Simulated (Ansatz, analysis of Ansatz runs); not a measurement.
**Reproducing a measured optical absorption band: F+ centre in CaO**

How near does this set-up come to the measured optical absorption band? Subject: F+ centre in CaO. Set-up: PBEsol, 64-site cell, PBEsol lattice, 420 eV, k: the zone centre alone. The model is a cell of 64 host atoms with 1 O taken out. The excitation energy is a difference of total energies with one electron moved up within one spin channel. A local or semilocal functional is the cheapest first rung.

**The experiment.** Vertical absorption energy: 3.7 eV, by optical absorption (quoted in “Electronic Structure of the F Center in the Alkaline Earth Oxides”, 1976, T. M. Wilson and R. F. Wood, quoting earlier work (1968)).

Method: plane-wave PAW DFT, PBEsol; relaxation of all atoms of a defect supercell, in Ansatz 0.2.0.

## Step 1: Starting point

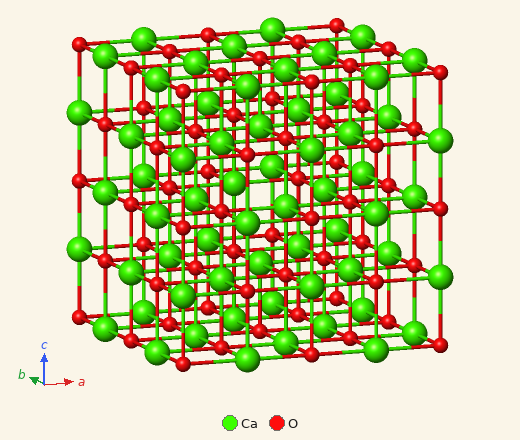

The starting structure, seen slightly off an axis (calcium green, oxygen red). Some periodic images of atoms are drawn too.

The cell holds 63 atoms: 32 Ca and 31 O. Its edges and angles: a = 9.534 Å, b = 9.534 Å, c = 9.534 Å, α = 90.0°, β = 90.0°, γ = 90.0°. It derives from CaO (space group Fm-3m). Nearest the centre at fractional (0.250, 0.500, 0.500): Ca28 at 2.38 Å, Ca27 at 2.38 Å, Ca12 at 2.38 Å, Ca19 at 2.38 Å, Ca25 at 2.38 Å, Ca56 at 2.38 Å, O31 at 3.37 Å, O24 at 3.37 Å. The cell carries charge +1.

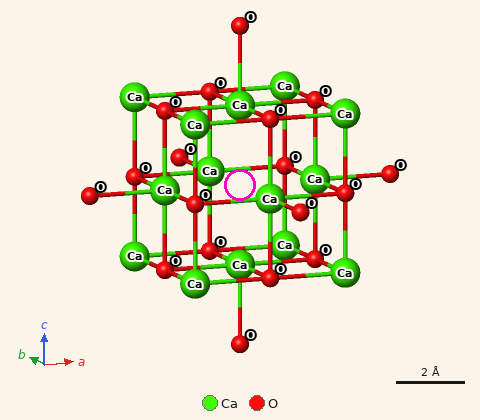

The atoms within 5 Å of the centre. A ring marks the centre wherever it is empty.

The host's primitive cell comes from a first run (plane-wave PAW DFT, PBEsol; relaxation of the host's cell and atoms): vectors of 3.371, 3.371 and 3.371 Å. That is 13.54 Å³ an atom. The supercell is built on it.

## Step 2: Relaxation, charge +1

Every later number rests on the structure around the defect, so the atoms are relaxed at the host's lattice first.

Input file relax/input.yaml:

```yaml
relax:
  f_tol: 0.02
  max_steps: 80
  escape_saddle: false
crystal:
  lattice:
    - [9.53427629, 0.0, 0.0]
    - [0.0, 9.53427629, 0.0]
    - [0.0, 0.0, 9.53427629]
  atoms:
    - { symbol: Ca, position: [0.0, 0.0, 0.0] }
    - { symbol: Ca, position: [0.0, 0.25, 0.25] }
    - { symbol: Ca, position: [0.25, 0.0, 0.25] }
    - { symbol: Ca, position: [0.25, 0.25, 0.0] }
    - { symbol: O, position: [0.0, 0.0, 0.25] }
    - { symbol: O, position: [0.0, 0.25, 0.0] }
    - { symbol: O, position: [0.25, 0.0, 0.0] }
    - { symbol: O, position: [0.25, 0.25, 0.25] }
    - { symbol: Ca, position: [0.0, 0.0, 0.5] }
    - { symbol: Ca, position: [0.0, 0.25, 0.75] }
    - { symbol: Ca, position: [0.25, 0.0, 0.75] }
    - { symbol: Ca, position: [0.25, 0.25, 0.5] }
    - { symbol: O, position: [0.0, 0.0, 0.75] }
    - { symbol: O, position: [0.0, 0.25, 0.5] }
    - { symbol: O, position: [0.25, 0.0, 0.5] }
    - { symbol: O, position: [0.25, 0.25, 0.75] }
    - { symbol: Ca, position: [0.0, 0.5, 0.0] }
    - { symbol: Ca, position: [0.0, 0.75, 0.25] }
    - { symbol: Ca, position: [0.25, 0.5, 0.25] }
    - { symbol: Ca, position: [0.25, 0.75, 0.0] }
    - { symbol: O, position: [0.0, 0.5, 0.25] }
    - { symbol: O, position: [0.0, 0.75, 0.0] }
    - { symbol: O, position: [0.25, 0.5, 0.0] }
    - { symbol: O, position: [0.25, 0.75, 0.25] }
    - { symbol: Ca, position: [0.0, 0.5, 0.5] }
    - { symbol: Ca, position: [0.0, 0.75, 0.75] }
    - { symbol: Ca, position: [0.25, 0.5, 0.75] }
    - { symbol: Ca, position: [0.25, 0.75, 0.5] }
    - { symbol: O, position: [0.0, 0.5, 0.75] }
    - { symbol: O, position: [0.0, 0.75, 0.5] }
    - { symbol: O, position: [0.25, 0.75, 0.75] }
    - { symbol: Ca, position: [0.5, 0.0, 0.0] }
    - { symbol: Ca, position: [0.5, 0.25, 0.25] }
    - { symbol: Ca, position: [0.75, 0.0, 0.25] }
    - { symbol: Ca, position: [0.75, 0.25, 0.0] }
    - { symbol: O, position: [0.5, 0.0, 0.25] }
    - { symbol: O, position: [0.5, 0.25, 0.0] }
    - { symbol: O, position: [0.75, 0.0, 0.0] }
    - { symbol: O, position: [0.75, 0.25, 0.25] }
    - { symbol: Ca, position: [0.5, 0.0, 0.5] }
    - { symbol: Ca, position: [0.5, 0.25, 0.75] }
    - { symbol: Ca, position: [0.75, 0.0, 0.75] }
    - { symbol: Ca, position: [0.75, 0.25, 0.5] }
    - { symbol: O, position: [0.5, 0.0, 0.75] }
    - { symbol: O, position: [0.5, 0.25, 0.5] }
    - { symbol: O, position: [0.75, 0.0, 0.5] }
    - { symbol: O, position: [0.75, 0.25, 0.75] }
    - { symbol: Ca, position: [0.5, 0.5, 0.0] }
    - { symbol: Ca, position: [0.5, 0.75, 0.25] }
    - { symbol: Ca, position: [0.75, 0.5, 0.25] }
    - { symbol: Ca, position: [0.75, 0.75, 0.0] }
    - { symbol: O, position: [0.5, 0.5, 0.25] }
    - { symbol: O, position: [0.5, 0.75, 0.0] }
    - { symbol: O, position: [0.75, 0.5, 0.0] }
    - { symbol: O, position: [0.75, 0.75, 0.25] }
    - { symbol: Ca, position: [0.5, 0.5, 0.5] }
    - { symbol: Ca, position: [0.5, 0.75, 0.75] }
    - { symbol: Ca, position: [0.75, 0.5, 0.75] }
    - { symbol: Ca, position: [0.75, 0.75, 0.5] }
    - { symbol: O, position: [0.5, 0.5, 0.75] }
    - { symbol: O, position: [0.5, 0.75, 0.5] }
    - { symbol: O, position: [0.75, 0.5, 0.5] }
    - { symbol: O, position: [0.75, 0.75, 0.75] }
total_charge: 1
basis:
  ecutwfc: 420
  xc_grid: 2
hamiltonian:
  xc: pbesol
kpoints:
  mp_grid: { grid: [1, 1, 1] }
magnetization:
  spin_polarized: true
  initial_magnetization: 1
  spin_locking: { lock_magnetization: hard }
scf:
  occupations: { method: fermi_dirac, width: 0.01 }
  max_iter: 120
output:
  forces: true
checkpoint:
  write: "../relax.run"
  compress: false
  write_wavefunctions: true
  write_every: 100000
```

On the command line:

```console
$ ansatz run input.yaml --threads 2 --pin off --max-ram 3768MiB --backend cpu --events-out ev --progress --plain --runs-dir out
```

Numbers of over 12 decimals in the logs are rounded to 6 here.

Log:

```text
[... repeated set-up lines and file paths are left out, and long positions are rounded to six places ...]
Engine: ansatz 0.2.0, x86_64-unknown-linux-gnu
Pseudopotentials: kind: paw
Pseudopotential: Ca, paw, valence charge 10, recommended cutoff 420 eV (normal), Ca.paw.azcp
Pseudopotential: O, paw, valence charge 6, recommended cutoff 420 eV (normal), O.paw.azcp
Functional definition: PBEsol
  exchange = pbesol_x
  correlation = pbesol_c
Crystal: 63 atoms, lattice volume = 866.689 Å³
Basis set: ecut = 420 eV, 16879 PW (Γ), exchange–correlation on 128×128×128 points (8 copies of the dense FFT grid, shifted against one another)
Bands: 316, of which v1, the nominal top of the filled ones, is band 253 counted from 1 (252 counted from 0)
Symmetry: 48 space group operations
Space group: Pm-3m (ITA 221), of the structure as read, at distance tolerance 9.5e-5 Å
Magnetic group: BNS 221.92 (UNI 1594), of the structure as read, at distance tolerance 9.5e-5 Å
k-points: 1
Non-local potential: Ca, projectors of the file, l = 0: 3, l = 1: 2, l = 2: 2
Non-local potential: O, projectors of the file, l = 0: 2, l = 1: 2, l = 2: 1
PAW form: soft (Blöchl's): semilocal exchange-correlation on the pseudo side does not see the compensation charge
PAW frozen core: Ca, regenerated for the run's functional, and the local potential with it (the file was generated under x = pbe(κ = 0.804, μ = 0.219515), c = pbe(β = 0.066725))
PAW frozen core: O, regenerated for the run's functional, and the local potential with it (the file was generated under x = pbe(κ = 0.804, μ = 0.219515), c = pbe(β = 0.066725))
PAW one-centre angular grid: Ca, 110 points (default); XC on 64 Gauss nodes
PAW one-centre angular grid: O, 110 points (default); XC on 64 Gauss nodes
Initial density: superposition of atomic densities (chi_scale 0.1, normalization cell, long waves kept (reshape's long-wave potential 0.39 eV rms))
Starting moments: Σ|m| = 1 μB on 63 of 63 sites
Initial wavefunctions: pseudopotential atomic-orbital guess
Functional: x = pbesol(κ = 0.804, μ = 0.123457), c = pbesol(β = 0.046)
SCF iter   1: F=—  HF=-74924.472302 eV  |F-HF|=—  |Δ(HF+E_count)|=         —  Δρ=5.62e-2 (↑5.41e-2 ↓5.62e-2)  dr2=1.06e2  dr2_m=2.85e-2  M=1.000 μB ∫|m|=1.030 μB  β_m=0.30  ethr=3.10e-3  ⟨swp⟩=7.0  Hψ=2624  notcnv=0  defer=65
preconditioner: auto → Resta (q_TF=auto, 2.493 Å⁻¹)  ε∞=3.6  [insulator: Δε(μ)=1.537 eV  Ē_g=16.583 eV  σ=0.010 eV  W_gap=0.67  n_scr=250 (ndim 8)  ℏωp=26.5 eV  f_vac=0.000  D(μ)=66.67/eV (n_scr^D=750)  ε∞_Penn≈3.6]
spin=Collinear: Resta preconditioning applied to the charge; magnetization (m = ρ↑ − ρ↓) channel mixes plain (no charge-response kernel on spin).
SCF iter   2: F=—  HF=-74904.116374 eV  |F-HF|=—  |Δ(HF+E_count)|=    2.04e1  Δρ=1.89e-2 (↑1.82e-2 ↓1.89e-2)  dr2=1.30e1  dr2_m=6.94e-2  M=1.000 μB ∫|m|=1.099 μB  β_m=0.34  ethr=3.10e-3  ⟨swp⟩=4.0  Hψ=1436  notcnv=0  defer=108
SCF iter   3: F=—  HF=-74902.012940 eV  |F-HF|=—  |Δ(HF+E_count)|=    2.10e0  Δρ=1.17e-2 (↑1.11e-2 ↓1.17e-2)  dr2=5.11e0  dr2_m=2.92e-2  M=1.000 μB ∫|m|=1.077 μB  β_m=0.61  ethr=2.58e-3  ⟨swp⟩=2.0  Hψ=740  notcnv=0  defer=116
SCF iter   4: F=—  HF=-74901.634998 eV  |F-HF|=—  |Δ(HF+E_count)|=   3.78e-1  Δρ=3.47e-3 (↑3.30e-3 ↓3.47e-3)  dr2=3.43e-1  dr2_m=9.02e-4  M=1.000 μB ∫|m|=1.049 μB  β_m=0.69  ethr=1.01e-3  ⟨swp⟩=2.5  Hψ=1033  notcnv=0  defer=116
SCF iter   5: F=—  HF=-74901.695779 eV  |F-HF|=—  |Δ(HF+E_count)|=   6.08e-2  Δρ=2.00e-3 (↑1.97e-3 ↓2.00e-3)  dr2=1.26e-1  dr2_m=1.59e-4  M=1.000 μB ∫|m|=1.044 μB  β_m=0.63  ethr=6.78e-5  ⟨swp⟩=3.5  Hψ=880  notcnv=0  defer=117
SCF iter   6: F=—  HF=-74901.686848 eV  |F-HF|=—  |Δ(HF+E_count)|=   8.93e-3  Δρ=3.99e-4 (↑3.33e-4 ↓3.99e-4)  dr2=5.79e-3  dr2_m=3.50e-5  M=1.000 μB ∫|m|=1.040 μB  β_m=0.73  ethr=2.49e-5  ⟨swp⟩=2.5  Hψ=870  notcnv=0  defer=117
SCF iter   7: F=—  HF=-74901.690975 eV  |F-HF|=—  |Δ(HF+E_count)|=   4.13e-3  Δρ=1.10e-4 (↑1.03e-4 ↓1.10e-4)  dr2=5.38e-4  dr2_m=7.27e-6  M=1.000 μB ∫|m|=1.038 μB  β_m=0.82  ethr=1.15e-6  ⟨swp⟩=2.0  Hψ=825  notcnv=0  defer=117
SCF iter   8: F=—  HF=-74901.691070 eV  |F-HF|=—  |Δ(HF+E_count)|=   9.45e-5  Δρ=5.66e-5 (↑5.32e-5 ↓5.66e-5)  dr2=1.01e-4  dr2_m=6.84e-7  M=1.000 μB ∫|m|=1.039 μB  β_m=0.76  ethr=1.07e-7  ⟨swp⟩=2.0  Hψ=954  notcnv=0  defer=117
SCF iter   9: F=—  HF=-74901.691051 eV  |F-HF|=—  |Δ(HF+E_count)|=   1.83e-5  Δρ=2.87e-5 (↑2.54e-5 ↓2.87e-5)  dr2=2.55e-5  dr2_m=1.89e-7  M=1.000 μB ∫|m|=1.039 μB  β_m=0.71  ethr=2.00e-8  ⟨swp⟩=2.0  Hψ=758  notcnv=0  defer=117
SCF iter  10: F=-74901.691044 eV  HF=-74901.691044 eV  |F-HF|=7.90e-7  |Δ(HF+E_count)|=   6.95e-6  Δρ=5.19e-6 (↑4.33e-6 ↓5.19e-6)  dr2=1.18e-6  dr2_m=1.81e-8  M=1.000 μB ∫|m|=1.039 μB  ethr=1.98e-9  ⟨swp⟩=3.5  Hψ=1584  notcnv=0
SCF 1 converged in 10 iterations: F = -74901.691044 eV  dr2 = 1.18e-6
  greatest PAW one-centre occupation: 0.996 electrons in one spin orbital (limit 2), on the Ca atom at site 27 (counted from 0), in its partial waves of l = 0
relax step   1: F+E_penalty+E_count = -74901.69104354 eV  Δ(F+E_penalty+E_count) = +0.000e0 eV  max|allowed force component| = 1.565e0 eV/Å  Δτ_max = 0.0000 Å  (10 SCF iters, dr2 threshold 1.00e-5 eV, accepted)
[... the SCF cycles and remarks between the steps are left out from here to the last step ...]
relax step   2: F+E_penalty+E_count = -74901.98880984 eV  Δ(F+E_penalty+E_count) = -2.978e-1 eV  max|allowed force component| = 1.325e0 eV/Å  Δτ_max = 0.1952 Å  (7 SCF iters, dr2 threshold 1.00e-4 eV, accepted)
relax step   3: F+E_penalty+E_count = -74902.38078494 eV  Δ(F+E_penalty+E_count) = -3.920e-1 eV  max|allowed force component| = 2.014e-1 eV/Å  Δτ_max = 0.0624 Å  (6 SCF iters, dr2 threshold 1.00e-4 eV, accepted)
relax step   4: F+E_penalty+E_count = -74902.39530445 eV  Δ(F+E_penalty+E_count) = -1.452e-2 eV  max|allowed force component| = 2.424e-2 eV/Å  Δτ_max = 0.0160 Å  (7 SCF iters, dr2 threshold 2.53e-6 eV, accepted)
SCF iter   1: F=—  HF=-74902.394013 eV  |F-HF|=—  |Δ(HF+E_count)|=         —  Δρ=1.63e-4 (↑1.59e-4 ↓1.63e-4)  dr2=1.17e-3  dr2_m=8.84e-8  M=1.000 μB ∫|m|=1.035 μB  β_m=0.30  ethr=2.97e-6  ⟨swp⟩=5.5  Hψ=1505  notcnv=0  defer=112
SCF iter   2: F=—  HF=-74902.393777 eV  |F-HF|=—  |Δ(HF+E_count)|=   2.36e-4  Δρ=9.40e-5 (↑9.17e-5 ↓9.40e-5)  dr2=3.90e-4  dr2_m=4.41e-8  M=1.000 μB ∫|m|=1.035 μB  β_m=0.47  ethr=2.33e-7  ⟨swp⟩=2.5  Hψ=1008  notcnv=0  defer=112
SCF iter   3: F=—  HF=-74902.393620 eV  |F-HF|=—  |Δ(HF+E_count)|=   1.57e-4  Δρ=3.25e-5 (↑3.23e-5 ↓3.25e-5)  dr2=3.99e-5  dr2_m=5.42e-9  M=1.000 μB ∫|m|=1.035 μB  β_m=0.50  ethr=7.73e-8  ⟨swp⟩=2.0  Hψ=936  notcnv=0  defer=112
SCF iter   4: F=—  HF=-74902.396022 eV  |F-HF|=—  |Δ(HF+E_count)|=   2.40e-3  Δρ=1.13e-5 (↑1.13e-5 ↓1.11e-5)  dr2=3.80e-6  dr2_m=5.56e-10  M=1.000 μB ∫|m|=1.035 μB  β_m=0.66  ethr=7.89e-9  ⟨swp⟩=2.0  Hψ=934  notcnv=0  defer=112
SCF iter   5: F=—  HF=-74902.396021 eV  |F-HF|=—  |Δ(HF+E_count)|=   1.03e-6  Δρ=2.24e-6 (↑2.22e-6 ↓2.24e-6)  dr2=1.49e-7  dr2_m=5.77e-11  M=1.000 μB ∫|m|=1.035 μB  β_m=0.83  ethr=7.52e-10  ⟨swp⟩=2.0  Hψ=969  notcnv=0  defer=112
SCF iter   6: F=-74902.396021 eV  HF=-74902.396021 eV  |F-HF|=4.99e-8  |Δ(HF+E_count)|=   3.73e-8  Δρ=1.48e-6 (↑1.48e-6 ↓1.48e-6)  dr2=6.24e-8  dr2_m=5.57e-12  M=1.000 μB ∫|m|=1.035 μB  ethr=1.98e-11  ⟨swp⟩=3.0  Hψ=1492  notcnv=0
SCF 5 converged in 6 iterations: F = -74902.396021 eV  dr2 = 6.24e-8
relax step   5: F+E_penalty+E_count = -74902.39602117 eV  Δ(F+E_penalty+E_count) = -7.167e-4 eV  max|allowed force component| = 3.841e-3 eV/Å  Δτ_max = 0.0047 Å  (6 SCF iters, accepted)
NSCF: frozen V_eff on 1 k-points
the band table was solved once a step of the walk had ended and its energy, with any forces and stress, was formed, with the checks that follow a solve (2504 applications of the Hamiltonian). They found nothing against the state; [...]
SCF converged after 6 iterations
Stability checked in part: among states of this total moment the steps that led to this state did not find it unstable. No probe was made; neither looks for a lower state of another moment (fixed_total_moment; see scf.lower_state_search)
Magnetization: 1.0000 μB (253.0000 up, 252.0000 down)
Absolute magnetization: 1.0383 μB (∫|ρ↑−ρ↓|, with the PAW one-centre terms)
Spin contamination: 0.0020 ħ² per cell (⟨S²⟩ above its minimum at these occupations)
Per-site moments (μB) at R_I (Å): [(2.71542641355464e-5, 0.978465), (2.86179619300347e-5, 0.982537), (0.000458856, 0.972142), [... 60 left out ...]
Free energy (F): -74902.396021 eV
Harris-Foulkes:  -74902.396021 eV  (|F-HF|=4.99e-8)
Internal energy: -74902.396021 eV  (E = F + TS)
E sigma→0 (E₀):  -74902.396021 eV
Fermi energy:    10.154114 (↑ 10.363742, ↓ 9.330330) eV
--- Per-component energies (eV) ---
  E_band       = -3138.974096
  E_kinetic    = 14398.113798
  E_local      = -28459.521914  (includes V_loc(G=0)·N_el)
  E_nonlocal   = 3562.357323
  E_hartree    = 9480.116492
  E_xc         = -6660.491067
  E_vxc        = -8423.680208  (∫ρ·V_xc dr)
  E_paw        = -31497.459282  (= ΣΔE_a)
  E_vpaw       = -3176.536893  (= ΣTr[D̂ρ^β])
  E_aug_tail   = 0.074514  (compensation charges beyond the density's cutoff)
  E_ewald      = -35730.481229
  E_core_change = 4.895343  (= ΣΔE_core)
  E_smearing   = -0.000000  (= −TS)
  E_closure    = -0.000000  (closes the sum)
  E_deformation_potential = 19.543113  (in the stress; not in F)
  Σ components = -74902.396021   (vs F -74902.396021, Δ=0.00e0)
--- Forces (eV/Å), atoms counted from 1 ---
  atom   1  Ca     0.00096955     0.00000000     0.00000000
  atom   2  Ca     0.00384082     0.00384082     0.00384082
  [... 5 atoms left out ...]
  atom   8  O      0.00000000    -0.00190371    -0.00190371
  [... 3 atoms left out ...]
  atom  12  Ca    -0.00000000    -0.00065711     0.00000000
  [... 1 atom left out ...]
  atom  14  O     -0.00190371    -0.00190371     0.00000000
  [... 4 atoms left out ...]
  atom  19  Ca    -0.00000000     0.00000000    -0.00065711
  [... 4 atoms left out ...]
  atom  24  O      0.00000000     0.00190371    -0.00190371
  atom  25  Ca    -0.00065711    -0.00000000     0.00000000
  [... 1 atom left out ...]
  atom  27  Ca    -0.00000000     0.00000000     0.00065711
  atom  28  Ca     0.00000000     0.00065711     0.00000000
  [... 2 atoms left out ...]
  atom  31  O      0.00000000     0.00190371     0.00190371
  [... 24 atoms left out ...]
  atom  56  Ca     0.00065711    -0.00000000     0.00000000
  [... 7 atoms left out ...]
  max |Σ_I F_I| component: 6.07e-18 eV/Å
--- Band table (eV) ---
  k-point 0 ↑: bands = ["-29.6224", "-29.5802", "-29.5802", "-29.5798", [... 308 left out ...] "15.5846", "15.5901", "15.6240", "15.6240"]
  k-point 0 ↓: bands = ["-29.6008", "-29.5571", "-29.5571", "-29.5527", [... 308 left out ...] "15.5974", "15.6176", "15.6305", "15.6305"]
--- Relaxed structure (5 steps of the walk, 5 accepted, 0 SCFs on fresh bases) ---
  F+E_penalty+E_count = -74902.39602117 eV   max|allowed force component| = 3.841e-3 eV/Å
  atoms:
    - { symbol: Ca, position: [-0.001210, 0, 0] }
    - { symbol: Ca, position: [0.000188, 0.250188, 0.250188] }
    [... 5 atoms left out ...]
    - { symbol: O, position: [0.25, 0.252024, 0.252024] }
    [... 3 atoms left out ...]
    - { symbol: Ca, position: [0.25, 0.237402, 0.5] }
    [... 1 atom left out ...]
    - { symbol: O, position: [0.002024, 0.252024, 0.5] }
    [... 4 atoms left out ...]
    - { symbol: Ca, position: [0.25, 0.5, 0.237402] }
    [... 4 atoms left out ...]
    - { symbol: O, position: [0.25, 0.747976, 0.252024] }
    - { symbol: Ca, position: [-0.012598, 0.5, 0.5] }
    [... 1 atom left out ...]
    - { symbol: Ca, position: [0.25, 0.5, 0.762598] }
    - { symbol: Ca, position: [0.25, 0.762598, 0.5] }
    [... 2 atoms left out ...]
    - { symbol: O, position: [0.25, 0.747976, 0.747976] }
    [... 24 atoms left out ...]
    - { symbol: Ca, position: [0.512598, 0.5, 0.5] }
    [... 7 atoms left out ...]
```

The job ended after 62 s (2 threads of Intel Xeon Platinum 8375C at 2.90GHz (Ice Lake), shared host; peak memory 1.8 GiB).

Step by step:

```tsv
step	energy less that of the first step (eV)	largest force component (eV/Å)
1	0.0000	1.5649
2	-0.2978	1.3252
3	-0.6897	0.2014
4	-0.7043	0.0242
5	-0.7050	0.0038
```

The run keeps the 48 symmetry operations that it works with, so distortions that break them were not tested.

The atoms that moved most (Å):

```tsv
atom	dx	dy	dz	length
Ca12	0.000	-0.120	0.000	0.120
Ca27	0.000	0.000	0.120	0.120
Ca28	0.000	0.120	0.000	0.120
Ca19	0.000	0.000	-0.120	0.120
Ca56	0.120	0.000	0.000	0.120
Ca25	-0.120	0.000	0.000	0.120
O31	0.000	-0.019	-0.019	0.027
O60	-0.019	0.000	-0.019	0.027
```

The atoms nearest to the centre after the run:

```tsv
atom	distance (Å)
Ca12	2.504
Ca27	2.504
Ca28	2.504
Ca19	2.504
Ca25	2.504
Ca56	2.504
O31	3.344
O60	3.344
O61	3.344
O30	3.344
O29	3.344
O24	3.344
O16	3.344
O45	3.344
O52	3.344
O14	3.344
```

This step gave:

```
free energy                           : -74902.3960 eV
total moment                          : 1 μB
integral of the absolute spin density : 1.038 μB
spin contamination                    : 0.002022
```

(Continued in part 2 of 2.)

[Logs are printed without paths, hosts, clocks, repeated set-up lines and the standing remarks that a program may print on its own settings, such as how far it seeks lower states.]

[Hosts, paths, dates, database ids (printed as entryN), source tags and the programs' standing remarks are cut or masked in the printed files.]

[For some hosts the program warned that the k-mesh of the response run may be too coarse for force constants and the static dielectric constant; such warnings are not shown here.]
